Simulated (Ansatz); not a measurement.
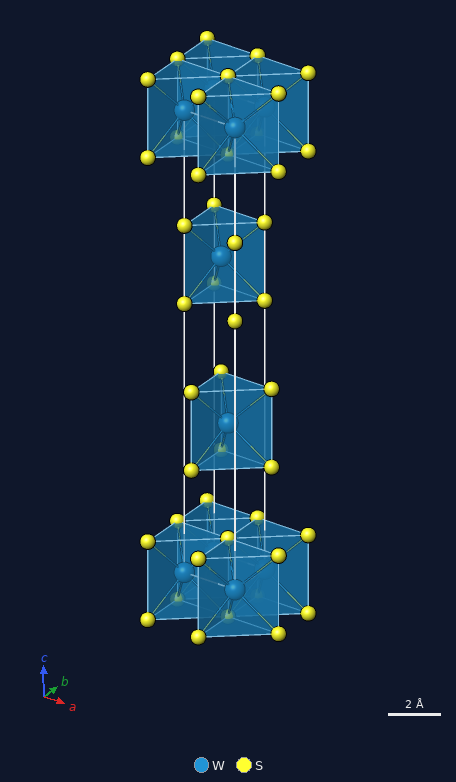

The structure (polyhedral view of the cell 3 times as large as that of the calculation, set on its symmetry axes, seen slightly off an axis; polyhedra are completed across the faces of the cell). An atom can appear more than once, as a periodic image.

# Field-gradient calculation, with input and output: WS2

System: WS2 (R3m, 3 atoms in the cell).
Method: DFT, LDA, PAW with Ansatz's default frozen-core files, scalar-relativistic, no spin polarisation (Ansatz 0.2.0).

The structure derives from an entry of the Crystallography Open Database. It belongs to a series of runs on one base structure; here: equal xx and yy strain of -1 %, PAW files. Figures and captions count atoms from 1; the log counts them from 0 in places.

**Output**
```
basis.fft_grid_basis auto: the FFT boxes are laid along the combinations [[1, -1, 0], [0, 1, 0], [0, -1, 1]] of the cell's own vectors, 3.126, 6.422 and 3.126 Å long. The dense box has 24×45×24 points. Along the cell's own vectors, as sized, it would have 45×45×45, 3.52 times as many. Of the 6 symmetry operations that the crystal satisfies within crystal.symmetry.tolerance (time reversal apart; of a slab, those that keep its plane) the dense box along the cell's own vectors carries 6, and the one as laid loses 4 of those. basis.fft_grid_basis: typed keeps the cell's own vectors: state it where this run's energies or levels are differenced outside the engine with another run's, or held beside a run that keeps those vectors. Those combinations have planes normal to reciprocal vector 3, as the cell's own vectors have. Each planar average written beside output.write_density, output.write_potential has a row for each plane of the box: 24. The volumetric files lie along those combinations, not along the cell's own vectors: a cube or XSF file states them, and fields.json those of NumPy files.
W: output.efg is read without spin–orbit coupling, which moves field gradients at and beside such atoms by some per cent and up to a factor of two; PAW files take it under magnetization.noncollinear and magnetization.spin_orbit
Engine: ansatz 0.2.0, aarch64-unknown-linux-gnu
Pseudopotentials: kind: paw
Pseudopotential: W, paw, valence charge 14, recommended cutoff 420 eV (normal), W.paw.azcp
Pseudopotential: S, paw, valence charge 6, recommended cutoff 420 eV (normal), S.paw.azcp
Functional definition: SPW92
  exchange = slater_x
  correlation = pw_c
Crystal: 3 atoms, lattice volume = 52.172 Å³
Basis set: ecut = 420 eV, 1011 PW (Γ), FFT grids on a1−a2, a2, −a2+a3
Bands: 17, of which v1, the nominal top of the filled ones, is band 13 counted from 1 (12 counted from 0)
Symmetry: 6 space group operations
Space group: R3m (ITA 160), of the structure as read, at distance tolerance 3.7e-5 Å
k-points: 231 of 2197 (time reversal used)
Non-local potential: W, projectors of the file, l = 0: 3, l = 1: 2, l = 2: 2, l = 3: 1
Non-local potential: S, projectors of the file, l = 0: 2, l = 1: 2, l = 2: 2
PAW form: soft (Blöchl's): semilocal exchange-correlation on the pseudo side does not see the compensation charge
PAW frozen core: W, regenerated for the run's functional, and the local potential with it (the file was generated under x = pbe(κ = 0.804, μ = 0.2195149727645171), c = pbe(β = 0.06672455060314922))
PAW frozen core: S, regenerated for the run's functional, and the local potential with it (the file was generated under x = pbe(κ = 0.804, μ = 0.2195149727645171), c = pbe(β = 0.06672455060314922))
PAW one-centre angular grid: W, 590 points (default); XC on 64 Gauss nodes
PAW one-centre angular grid: S, 110 points (default); XC on 64 Gauss nodes
Initial density: superposition of atomic densities (neutral atoms: chi_scale 0, normalization atom), corrected by the library's trained network
Initial wavefunctions: pseudopotential atomic-orbital guess
Functional: x = slater, c = lda
SCF iter   1: F=—  HF=-11871.692255 eV  |F-HF|=—  |Δ(HF+E_count)|=         —  Δρ=1.02e-2  dr2=8.55e-2  ethr=1.77e-3  ⟨swp⟩=5.7  Hψ=21898  notcnv=0
preconditioner: auto → none  [insulator: Δε(μ)=1.019 eV  Ē_g=8.848 eV  σ=0.080 eV  W_gap=0.99  n_scr=16 (ndim 8)  ℏωp=21.8 eV  f_vac=0.015  D(μ)=0.00/eV (n_scr^D=0)  ε∞_Penn≈7.1]
SCF iter   2: F=—  HF=-11871.718747 eV  |F-HF|=—  |Δ(HF+E_count)|=   2.65e-2  Δρ=1.18e-2  dr2=2.51e-1  ethr=3.29e-4  ⟨swp⟩=3.7  Hψ=9546  notcnv=0  recentre
SCF iter   3: F=—  HF=-11871.679256 eV  |F-HF|=—  |Δ(HF+E_count)|=   3.95e-2  Δρ=4.54e-3  dr2=8.49e-3  ethr=3.29e-4  ⟨swp⟩=2.8  Hψ=6744  notcnv=0
SCF iter   4: F=—  HF=-11871.678454 eV  |F-HF|=—  |Δ(HF+E_count)|=   8.01e-4  Δρ=1.05e-3  dr2=2.33e-4  ethr=3.26e-5  ⟨swp⟩=1.8  Hψ=5310  notcnv=0
SCF iter   5: F=—  HF=-11871.678481 eV  |F-HF|=—  |Δ(HF+E_count)|=   2.72e-5  Δρ=1.77e-4  dr2=3.40e-5  ethr=8.95e-7  ⟨swp⟩=2.0  Hψ=5666  notcnv=0
SCF iter   6: F=—  HF=-11871.678476 eV  |F-HF|=—  |Δ(HF+E_count)|=   5.24e-6  Δρ=1.09e-4  dr2=2.70e-6  ethr=1.31e-7  ⟨swp⟩=2.0  Hψ=5267  notcnv=0
SCF iter   7: F=—  HF=-11871.678476 eV  |F-HF|=—  |Δ(HF+E_count)|=   1.10e-7  Δρ=2.40e-5  dr2=1.76e-7  ethr=1.04e-8  ⟨swp⟩=2.0  Hψ=5871  notcnv=0
SCF iter   8: F=-11871.678476 eV  HF=-11871.678476 eV  |F-HF|=1.46e-8  |Δ(HF+E_count)|=   8.08e-9  Δρ=7.55e-6  dr2=2.47e-8  ethr=3.85e-10  ⟨swp⟩=9.3  Hψ=25958  notcnv=0
SCF 1 converged in 8 iterations: F = -11871.678476 eV  dr2 = 2.47e-8
  greatest PAW one-centre occupation: 1.000 electrons in one spin orbital (limit 2), on the W atom at site 0 (counted from 0), in its partial waves of l = 0
SCF converged after 8 iterations
Free energy (F): -11871.678476 eV
Harris-Foulkes:  -11871.678476 eV  (|F-HF|=1.46e-8)
Internal energy: -11871.678442 eV  (E = F + TS)
E sigma→0 (E₀):  -11871.678459 eV
Entropy (-TS):   -0.000034 eV (-0.011 meV/atom)
Fermi energy:    12.190025 eV
--- Per-component energies (eV) ---
  E_band       = -185.135726
  E_kinetic    = 669.947721
  E_local      = -1767.169876  (includes V_loc(G=0)·N_el)
  E_nonlocal   = 65.300183
  E_hartree    = 702.779184
  E_xc         = -459.714411
  E_vxc        = -417.180558  (∫ρ·V_xc dr)
  E_paw        = -9447.460908  (= ΣΔE_a)
  E_vpaw       = -141.588615  (= ΣTr[D̂ρ^β])
  E_aug_tail   = -0.000065  (compensation charges beyond the density's cutoff)
  E_ewald      = -1635.949818
  E_core_change = 0.589548  (= ΣΔE_core)
  E_smearing   = -0.000034  (= −TS)
  E_closure    = -0.000000  (closes the sum)
  Σ components = -11871.678476   (vs F -11871.678476, Δ=0.00e0)
--- Forces (eV/Å), atoms counted from 1 ---
  atom   1  W      0.00000000     0.00000000    -0.61337949
  atom   2  S     -0.00000000    -0.00000000     0.26173800
  atom   3  S     -0.00000000    -0.00000000     0.35163412
  max |Σ_I F_I| component: 7.36e-6 eV/Å
--- Stress (GPa, compression-positive) ---
        0.003173       0.000000      -0.000000
        0.000000       0.003173       0.000000
       -0.000000       0.000000      -1.078719
  P = ⅓ Tr σ = -0.3575 GPa (-3.575 kbar)
--- PAW observables at the nuclei: V_zz in 10²¹ V/m², potentials from the cell's mean, atoms counted from 1 ---
  atom   1  W  V_zz =   -17.255732   η = 0.0000   by run symmetry: allowed
            electrostatic potential = -14806.784148 V   contact ρ = 8788647.772787 e/Å³
  atom   2  S  V_zz =    -4.906819   η = 0.0000   by run symmetry: allowed
            electrostatic potential = -1639.218880 V   contact ρ = 19606.782661 e/Å³
  atom   3  S  V_zz =    -4.109382   η = 0.0000   by run symmetry: allowed
            electrostatic potential = -1639.185582 V   contact ρ = 19607.362823 e/Å³
--- Band table (eV; the first three rows and the last of 231) ---
  k-point 0: bands = ["-62.6949", "-27.0226", "-26.7993", "-26.7993", "-3.9411", "-1.8870", "4.0066", "8.2637", "8.2637", "9.5554", "9.5554", "10.1861", "10.4616", "14.0648", "14.0648", "14.4250", "14.4250"]
  k-point 1: bands = ["-62.6937", "-27.0183", "-26.8233", "-26.8048", "-3.8339", "-1.8564", "4.1376", "7.9982", "8.3691", "9.1053", "9.3879", "10.2868", "10.5850", "13.9377", "14.1450", "14.1925", "14.3960"]
  k-point 2: bands = ["-62.6902", "-27.0061", "-26.8895", "-26.8201", "-3.5255", "-1.7681", "4.4998", "7.3647", "8.3526", "8.6539", "8.9997", "10.2478", "10.5696", "13.3851", "14.0787", "14.1787", "14.7409"]
  k-point 230: bands = ["-62.6937", "-27.0183", "-26.8233", "-26.8048", "-3.6060", "-2.2883", "5.1927", "7.6710", "7.9851", "8.3530", "9.4204", "9.5875", "11.5951", "14.0542", "14.1426", "14.1894", "14.4043"]
```

**File v_z.tsv**
```
# z_ang	v_es[eV]	v_tot[eV]
# format = ansatz-planar-average/11
# xc	lda
# density_cutoff_ev	1680
# datasets	W=:simpson_from_first_knot:soft:shift=-1894177	S=:simpson_from_first_knot:soft:shift=-1176600
# lattice	1.563210380	0.902519934	6.163330000
# lattice	-1.563210380	0.902519934	6.163330000
# lattice	0.000000000	-1.805039868	6.163330000
# sites	3
# site	74	0.000000000	0.000000000	0.000000000
# site	16	0.000000000	-0.000000000	13.873039497
# site	16	0.000000000	-0.000000000	10.742684190
0.000000	3.426732e0	-8.617120e0
0.267592	4.455775e0	-7.205168e0
0.535184	5.504798e0	-5.742047e0
0.802776	6.563369e0	-4.264385e0
1.070369	7.644736e0	-2.794489e0
1.337961	8.695134e0	-1.429273e0
1.605553	9.590631e0	-3.325548e-1
1.873145	1.014514e1	2.868248e-1
2.140737	1.022076e1	2.911887e-1
2.408329	9.833184e0	-2.897672e-1
2.675922	9.129856e0	-1.291037e0
2.943514	8.224919e0	-2.569973e0
3.211106	7.153720e0	-4.044388e0
3.478698	5.990322e0	-5.592971e0
3.746290	4.870606e0	-7.055927e0
4.013882	3.888095e0	-8.337044e0
4.281475	3.022492e0	-9.457297e0
4.549067	2.267745e0	-1.042008e1
4.816659	1.702585e0	-1.114178e1
5.084251	1.398425e0	-1.153743e1
5.351843	1.343544e0	-1.159548e1
5.619435	1.496160e0	-1.134356e1
5.887028	1.871158e0	-1.077512e1
6.154620	2.521770e0	-9.854814e0
```

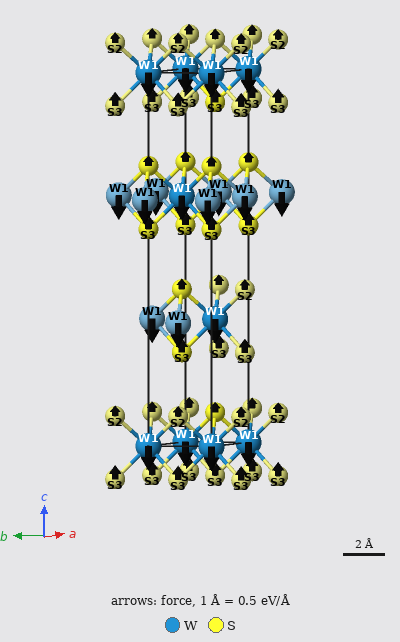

Forces on the atoms as black arrows (ball-and-stick view of the cell 3 times as large as that of the calculation, set on its symmetry axes, seen at an oblique angle; neighbours outside the cell are drawn fainter; atoms are numbered from 1 in the order of the input). The largest act on W1 (0.61 eV/Å); S3 (0.35 eV/Å); S2 (0.26 eV/Å). The geometry is not a stationary point of this energy.

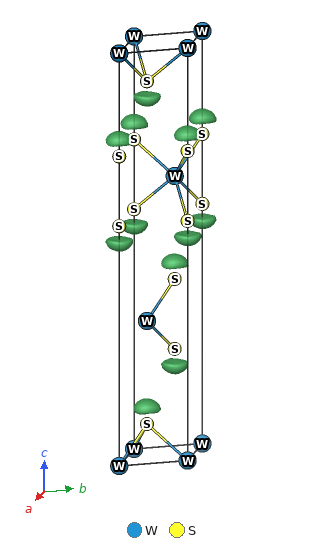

Isosurface of the electron localisation function at 0.9 (green), seen slightly off an axis. Core shells and regions of very low density are left out. Sticks mark near contacts. The outline is the cell set on symmetry axes. Along the contacts the grid gives the following. W–S (2.38 Å): the ELF is about 0.50 at the midpoint. In a PAW calculation such maps are meaningful between the atoms, not at the nuclei.

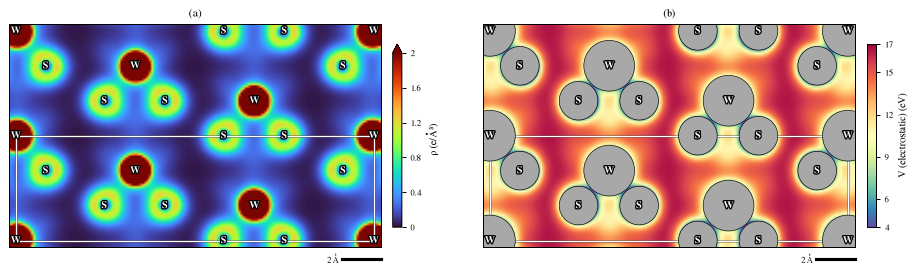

(a) valence charge density (pseudo); (b) electrostatic potential (local pseudopotential plus Hartree) felt by an electron on the (110) plane of the conventional cell. Grey discs, where drawn, cover atomic cores. The section cuts through W and S sites. W–S (2.38 Å): ρ at the midpoint is about 0.66 e/Å³. Away from the nuclei the density in this plane falls to 0.02 e/Å³ at its lowest. Outside the cores the potential energy rises away from the atoms and is highest about 2.3 Å from the nearest atoms; outside the discs it spans about 12 eV, and its zero is arbitrary.

This output came from the following input.

**Input file**
```yaml
crystal:
  lattice:
    - [1.5632103805, 0.9025199339, 6.16333]
    - [-1.5632103805, 0.9025199339, 6.16333]
    - [0.0, -1.8050398679, 6.16333]
  atoms:
    - { symbol: W, position: [0.0, 0.0, 0.0] }
    - { symbol: S, position: [0.7503, 0.7503, 0.7503] }
    - { symbol: S, position: [0.581, 0.581, 0.581] }
kpoints:
  mp_grid: { grid: [13, 13, 13] }
scf:
  occupations: { method: fermi_dirac, width: 0.08 }
hamiltonian:
  xc: lda
  pseudopotentials: { kind: paw }
output:
  forces: true
  stress: true
  eigenvalues: true
  efg: { contact_densities: true }
  write_density: true
  write_potential: true
  elf: true
  volumetric_format: npy
```

Command:
```bash
ansatz run input.yaml --threads 1 --pin off --max-ram 6144MiB --backend cpu --events-out ev --progress --plain --runs-dir out
```

**Summary**

```tsv
quantity	value
outcome	converged
space group (tolerance 0.01 Å)	R3m (160)
electrons treated	26
free energy	−11871.6785 eV
Fermi energy	12.190 eV
pressure	−0.36 GPa
field gradient V_zz (10²¹ V/m²)	W −17.26, S −4.91, S −4.11
largest force (length of the vector)	0.613 eV/Å
hardware	1 thread of Arm Neoverse V2, 24 GiB of memory available, shared host
wall time	25 s
peak memory	0.53 GiB
```

**Remarks**

The program warns: the field gradients leave out spin–orbit coupling. Spin–orbit coupling is left out, which matters for W.
